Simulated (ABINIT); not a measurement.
**Ni: single-point calculation (part 1 of 2)**

Ni (1 atom in the cell), computed with Kohn-Sham DFT of a periodic cell, PBE, JTH PAW PBE v2.0, spin-polarised (ABINIT 10.8.3).

The structure derives from a Materials Project entry.

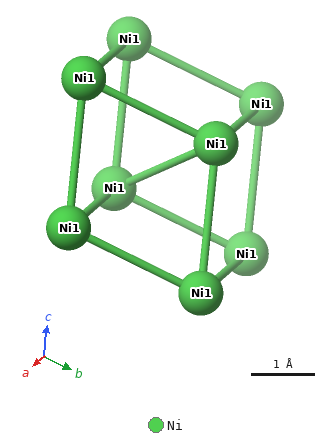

*The structure as given in the input (ball-and-stick view of the cell of the calculation, seen slightly off an axis; atoms are numbered from 1 in the order of the input).*

**The input**
```
# Pseudopotentials
pp_dirpath "./"
pseudos "Ni.GGA_PBE-JTH.xml"

# Structure
acell 3*1.0 Angstrom
rprim
    -1.3837154700     1.3837154700     1.3837154700
     1.3837154700    -1.3837154700     1.3837154700
     1.3837154700     1.3837154700    -1.3837154700
ntypat 1
znucl 28
natom 1
typat 1
xred
     0.0000000000     0.0000000000     0.0000000000

# Plane-wave basis
ecut 41.0
pawecutdg 63.0

# k points
kptopt 1
ngkpt 13 13 13
nshiftk 1
shiftk 0.0 0.0 0.0

# Exchange and correlation
ixc 11

# Bands and occupations
nband 14
occopt 3
tsmear 0.00183747

# Spin
nsppol 2
spinat
     0.0000000000     0.0000000000     1.0000000000

# SCF cycle
nstep 100
tolvrs 1.0e-9

# Output
iomode 3
prtwf 0
prtden 0
prteig 0
prtebands 0
```

Hardware: 1 thread of Intel Xeon (Sapphire Rapids), 16 GiB of memory available, shared host.

Run as:
```bash
abinit run.abi > log 2>&1
```

**Log**
```
.Version 10.8.3 of ABINIT
 Symmetries : space group Im -3 m (#229); Bravais cI (body-center cubic)
================================================================================
 Values of the parameters that define the memory need of the present run
     intxc =       0    ionmov =       0      iscf =      17    lmnmax =      18
     lnmax =       6     mgfft =      30  mpssoang =       3    mqgrid =    3001
     natom =       1  nloc_mem =       2    nspden =       2   nspinor =       1
    nsppol =       2      nsym =      48    n1xccc =       1    ntypat =       1
    occopt =       3   xclevel =       2
       mpw =         925          nfft =       27000          nkpt =          84
 PAW method is used; the additional fine FFT grid is defined by:
   mgfftf=        36    nfftf =     46656
================================================================================
================================================================================

--------------------------------------------------------------------------------
------------- Echo of variables that govern the present computation ------------
--------------------------------------------------------------------------------
 -outvars: echo values of preprocessed input variables --------
            acell      1.8897261259E+00  1.8897261259E+00  1.8897261259E+00 Bohr
              amu      5.86900000E+01
             ecut      4.10000000E+01 Hartree
                       outvar_i_n : Printing only first  50 k-points.
              ixc          11
                       outvar_i_n : Printing only first  50 k-points.
         kptrlatt       13    0    0      0   13    0      0    0   13
          kptrlen      5.88775383E+01
            natom           1
            nband          14
            ngfft          30      30      30
          ngfftdg          36      36      36
             nkpt          84
           nspden           2
           nsppol           2
            nstep         100
             nsym          48
           ntypat           1
                       prtocc : prtvol=0, do not print more k-points.
                       1.000000  1.000000  1.000000  1.000000  1.000000  1.000000
                       1.000000  1.000000  1.000000  0.000000  0.000000  0.000000
                       0.000000  0.000000
                       1.000000  1.000000  1.000000  1.000000  1.000000  1.000000
                       1.000000  1.000000  1.000000  0.000000  0.000000  0.000000
                       0.000000  0.000000
                       1.000000  1.000000  1.000000  1.000000  1.000000  1.000000
                       1.000000  1.000000  1.000000  0.000000  0.000000  0.000000
                       0.000000  0.000000
                       1.000000  1.000000  1.000000  1.000000  1.000000  1.000000
                       1.000000  1.000000  1.000000  0.000000  0.000000  0.000000
                       0.000000  0.000000
                       1.000000  1.000000  1.000000  1.000000  1.000000  1.000000
                       1.000000  1.000000  1.000000  0.000000  0.000000  0.000000
                       0.000000  0.000000
                       1.000000  1.000000  1.000000  1.000000  1.000000  1.000000
                       1.000000  1.000000  1.000000  0.000000  0.000000  0.000000
                       0.000000  0.000000
                       1.000000  1.000000  1.000000  1.000000  1.000000  1.000000
                       1.000000  1.000000  1.000000  0.000000  0.000000  0.000000
                       0.000000  0.000000
                       1.000000  1.000000  1.000000  1.000000  1.000000  1.000000
                       1.000000  1.000000  1.000000  0.000000  0.000000  0.000000
                       0.000000  0.000000
                       1.000000  1.000000  1.000000  1.000000  1.000000  1.000000
                       1.000000  1.000000  1.000000  0.000000  0.000000  0.000000
                       0.000000  0.000000
                       1.000000  1.000000  1.000000  1.000000  1.000000  1.000000
                       1.000000  1.000000  1.000000  0.000000  0.000000  0.000000
                       0.000000  0.000000
                       1.000000  1.000000  1.000000  1.000000  1.000000  1.000000
                       1.000000  1.000000  1.000000  0.000000  0.000000  0.000000
                       0.000000  0.000000
                       1.000000  1.000000  1.000000  1.000000  1.000000  1.000000
                       1.000000  1.000000  1.000000  0.000000  0.000000  0.000000
                       0.000000  0.000000
                       1.000000  1.000000  1.000000  1.000000  1.000000  1.000000
                       1.000000  1.000000  1.000000  0.000000  0.000000  0.000000
                       0.000000  0.000000
                       1.000000  1.000000  1.000000  1.000000  1.000000  1.000000
                       1.000000  1.000000  1.000000  0.000000  0.000000  0.000000
                       0.000000  0.000000
                       1.000000  1.000000  1.000000  1.000000  1.000000  1.000000
                       1.000000  1.000000  1.000000  0.000000  0.000000  0.000000
                       0.000000  0.000000
                       1.000000  1.000000  1.000000  1.000000  1.000000  1.000000
                       1.000000  1.000000  1.000000  0.000000  0.000000  0.000000
                       0.000000  0.000000
                       1.000000  1.000000  1.000000  1.000000  1.000000  1.000000
                       1.000000  1.000000  1.000000  0.000000  0.000000  0.000000
                       0.000000  0.000000
                       1.000000  1.000000  1.000000  1.000000  1.000000  1.000000
                       1.000000  1.000000  1.000000  0.000000  0.000000  0.000000
                       0.000000  0.000000
                       1.000000  1.000000  1.000000  1.000000  1.000000  1.000000
                       1.000000  1.000000  1.000000  0.000000  0.000000  0.000000
                       0.000000  0.000000
                       1.000000  1.000000  1.000000  1.000000  1.000000  1.000000
                       1.000000  1.000000  1.000000  0.000000  0.000000  0.000000
                       0.000000  0.000000
                       1.000000  1.000000  1.000000  1.000000  1.000000  1.000000
                       1.000000  1.000000  1.000000  0.000000  0.000000  0.000000
                       0.000000  0.000000
                       1.000000  1.000000  1.000000  1.000000  1.000000  1.000000
                       1.000000  1.000000  1.000000  0.000000  0.000000  0.000000
                       0.000000  0.000000
                       1.000000  1.000000  1.000000  1.000000  1.000000  1.000000
                       1.000000  1.000000  1.000000  0.000000  0.000000  0.000000
                       0.000000  0.000000
                       1.000000  1.000000  1.000000  1.000000  1.000000  1.000000
                       1.000000  1.000000  1.000000  0.000000  0.000000  0.000000
                       0.000000  0.000000
                       1.000000  1.000000  1.000000  1.000000  1.000000  1.000000
                       1.000000  1.000000  1.000000  0.000000  0.000000  0.000000
                       0.000000  0.000000
                       1.000000  1.000000  1.000000  1.000000  1.000000  1.000000
                       1.000000  1.000000  1.000000  0.000000  0.000000  0.000000
                       0.000000  0.000000
                       1.000000  1.000000  1.000000  1.000000  1.000000  1.000000
                       1.000000  1.000000  1.000000  0.000000  0.000000  0.000000
                       0.000000  0.000000
                       1.000000  1.000000  1.000000  1.000000  1.000000  1.000000
                       1.000000  1.000000  1.000000  0.000000  0.000000  0.000000
                       0.000000  0.000000
                       1.000000  1.000000  1.000000  1.000000  1.000000  1.000000
                       1.000000  1.000000  1.000000  0.000000  0.000000  0.000000
                       0.000000  0.000000
                       1.000000  1.000000  1.000000  1.000000  1.000000  1.000000
                       1.000000  1.000000  1.000000  0.000000  0.000000  0.000000
                       0.000000  0.000000
                       1.000000  1.000000  1.000000  1.000000  1.000000  1.000000
                       1.000000  1.000000  1.000000  0.000000  0.000000  0.000000
                       0.000000  0.000000
                       1.000000  1.000000  1.000000  1.000000  1.000000  1.000000
                       1.000000  1.000000  1.000000  0.000000  0.000000  0.000000
                       0.000000  0.000000
                       1.000000  1.000000  1.000000  1.000000  1.000000  1.000000
                       1.000000  1.000000  1.000000  0.000000  0.000000  0.000000
                       0.000000  0.000000
                       1.000000  1.000000  1.000000  1.000000  1.000000  1.000000
                       1.000000  1.000000  1.000000  0.000000  0.000000  0.000000
                       0.000000  0.000000
                       1.000000  1.000000  1.000000  1.000000  1.000000  1.000000
                       1.000000  1.000000  1.000000  0.000000  0.000000  0.000000
                       0.000000  0.000000
                       1.000000  1.000000  1.000000  1.000000  1.000000  1.000000
                       1.000000  1.000000  1.000000  0.000000  0.000000  0.000000
                       0.000000  0.000000
                       1.000000  1.000000  1.000000  1.000000  1.000000  1.000000
                       1.000000  1.000000  1.000000  0.000000  0.000000  0.000000
                       0.000000  0.000000
                       1.000000  1.000000  1.000000  1.000000  1.000000  1.000000
                       1.000000  1.000000  1.000000  0.000000  0.000000  0.000000
                       0.000000  0.000000
                       1.000000  1.000000  1.000000  1.000000  1.000000  1.000000
                       1.000000  1.000000  1.000000  0.000000  0.000000  0.000000
                       0.000000  0.000000
                       1.000000  1.000000  1.000000  1.000000  1.000000  1.000000
                       1.000000  1.000000  1.000000  0.000000  0.000000  0.000000
                       0.000000  0.000000
                       1.000000  1.000000  1.000000  1.000000  1.000000  1.000000
                       1.000000  1.000000  1.000000  0.000000  0.000000  0.000000
                       0.000000  0.000000
                       1.000000  1.000000  1.000000  1.000000  1.000000  1.000000
                       1.000000  1.000000  1.000000  0.000000  0.000000  0.000000
                       0.000000  0.000000
                       1.000000  1.000000  1.000000  1.000000  1.000000  1.000000
                       1.000000  1.000000  1.000000  0.000000  0.000000  0.000000
                       0.000000  0.000000
                       1.000000  1.000000  1.000000  1.000000  1.000000  1.000000
                       1.000000  1.000000  1.000000  0.000000  0.000000  0.000000
                       0.000000  0.000000
                       1.000000  1.000000  1.000000  1.000000  1.000000  1.000000
                       1.000000  1.000000  1.000000  0.000000  0.000000  0.000000
                       0.000000  0.000000
                       1.000000  1.000000  1.000000  1.000000  1.000000  1.000000
                       1.000000  1.000000  1.000000  0.000000  0.000000  0.000000
                       0.000000  0.000000
                       1.000000  1.000000  1.000000  1.000000  1.000000  1.000000
                       1.000000  1.000000  1.000000  0.000000  0.000000  0.000000
                       0.000000  0.000000
                       1.000000  1.000000  1.000000  1.000000  1.000000  1.000000
                       1.000000  1.000000  1.000000  0.000000  0.000000  0.000000
                       0.000000  0.000000
                       1.000000  1.000000  1.000000  1.000000  1.000000  1.000000
                       1.000000  1.000000  1.000000  0.000000  0.000000  0.000000
                       0.000000  0.000000
                       1.000000  1.000000  1.000000  1.000000  1.000000  1.000000
                       1.000000  1.000000  1.000000  0.000000  0.000000  0.000000
                       0.000000  0.000000
                       prtocc : prtvol=0, do not print more k-points.
           occopt           3
        pawecutdg      6.30000000E+01 Hartree
         pawxcdev           0
           prtden           0
        prtebands           0
           prteig           0
            prtwf           0
            rprim     -1.3837154700E+00  1.3837154700E+00  1.3837154700E+00
                       1.3837154700E+00 -1.3837154700E+00  1.3837154700E+00
                       1.3837154700E+00  1.3837154700E+00 -1.3837154700E+00
          spgroup         229
```
